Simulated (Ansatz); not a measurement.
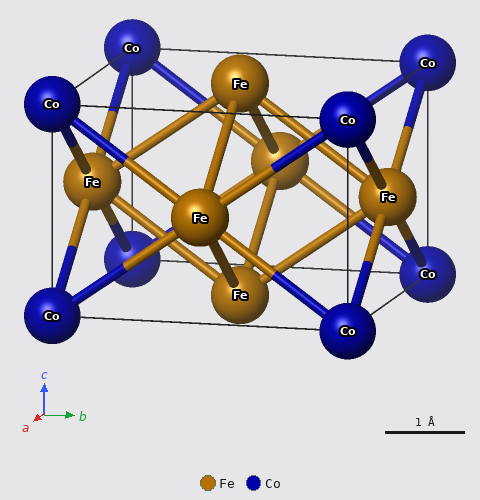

Lattice vibrations of a crystal of Fe$_{3}$Co, space group P4/mmm (No. 123), at the zone centre. Style: ball-and-stick. Shown: the cell of the calculation, slightly off an axis.

Method: Ansatz, DFT LDA, scalar-relativistic, plane waves, PAW. Settings: plane-wave cutoff 420 eV; k-point mesh 12 × 12 × 16; occupations gaussian; smearing width 0.2 eV; collinear spin.

The frequencies depend somewhat on the k-mesh and the smearing.

> List the optical modes.

The calculation's cell holds 4 atoms, so there are 9 optical modes, in 6 levels. The optical modes span 3E_u + 2A₂u + B₂u. No level is unstable.

```tsv
level	symmetry	frequency (cm⁻¹)	activity
1	E_u	180	infrared-active
2	A₂u	205	infrared-active
3	B₂u	207	silent
4	E_u	270	infrared-active
5	A₂u	277	infrared-active
6	E_u	336	infrared-active
```

The crystal is a metal, so free carriers screen the infrared response.

The displacement patterns (one member of each degenerate set):

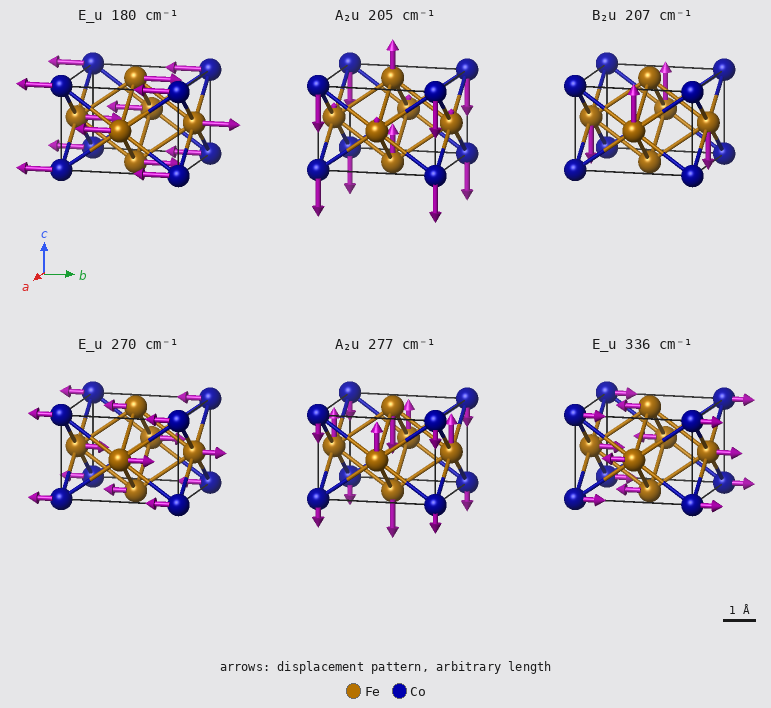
